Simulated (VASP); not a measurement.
# Se: what the fields show

Input

```
SYSTEM = Se
PREC = Accurate ; ENCUT = 520
EDIFF = 1E-7 ; ISMEAR = 0
SIGMA = 0.1 ; LREAL = .False.
LASPH = .True. ; NELM = 100
ALGO = Normal ; ISIF = 2
LWAVE = .False. ; LCHARG = .True.
GGA = PE ; LELF = .True.
LVHAR = .True. ; NBANDS = 20
```

Run with:

```sh
cat potpaw_PBE.64/Se/POTCAR > POTCAR
mpirun -np 1 vasp_std > vasp.out
```

Below, planes, directions and counts refer to the conventional cell (a = 4.87 Å, b = 7.91 Å, c = 2.74 Å, α = 90.00°, β = 90.00°, γ = 90.00°).

Space group P2₁2₁2; a structure from a database of computed crystals, not necessarily the ambient phase; not relaxed (largest force 0.5 eV/Å).

Level of theory: Kohn-Sham DFT of a periodic cell, PBE, VASP PAW PBE potentials, recommended in VASP 6.6.1.

In a PAW calculation such maps are meaningful between the atoms, not at the nuclei.

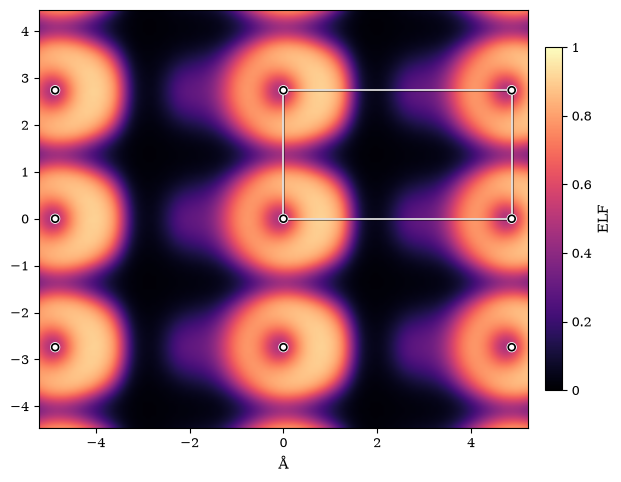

Figure 1. Electron localisation function on the (010) plane of the conventional cell. Circles mark the nuclei in the plane (Se).

What does the map show?

- The section cuts through Se sites.
- The ELF also peaks beside Se, away from the bonds: lone-pair regions.

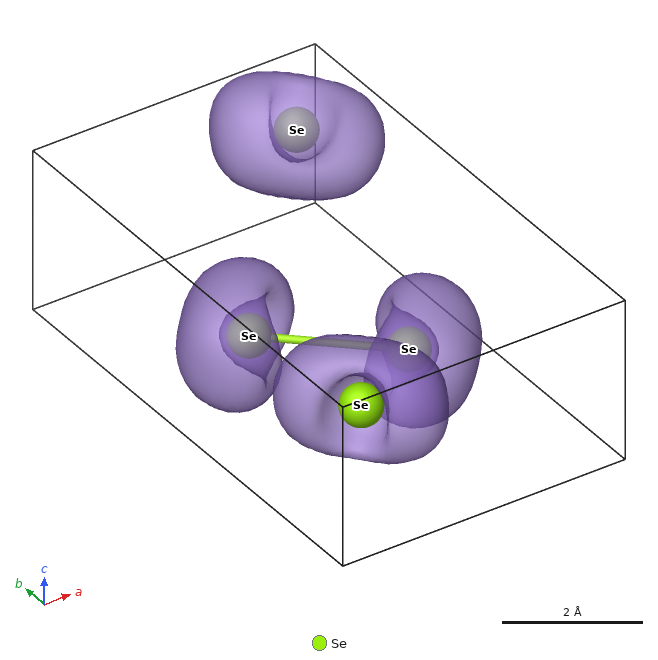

Figure 2. Isosurface of the electron localisation function at 0.8 (purple), seen at an oblique angle. Core shells and regions of very low density are left out. Sticks mark near contacts.

What do the ELF domains correspond to?

The surface consists of four regions wrapped around Se (the valence shell of each), counted in one cell of 4 atoms. Regions shared between cells count once.


Se–Se (2.31 Å): the ELF peaks at about 0.75 between the atoms, as expected for a covalent bond.
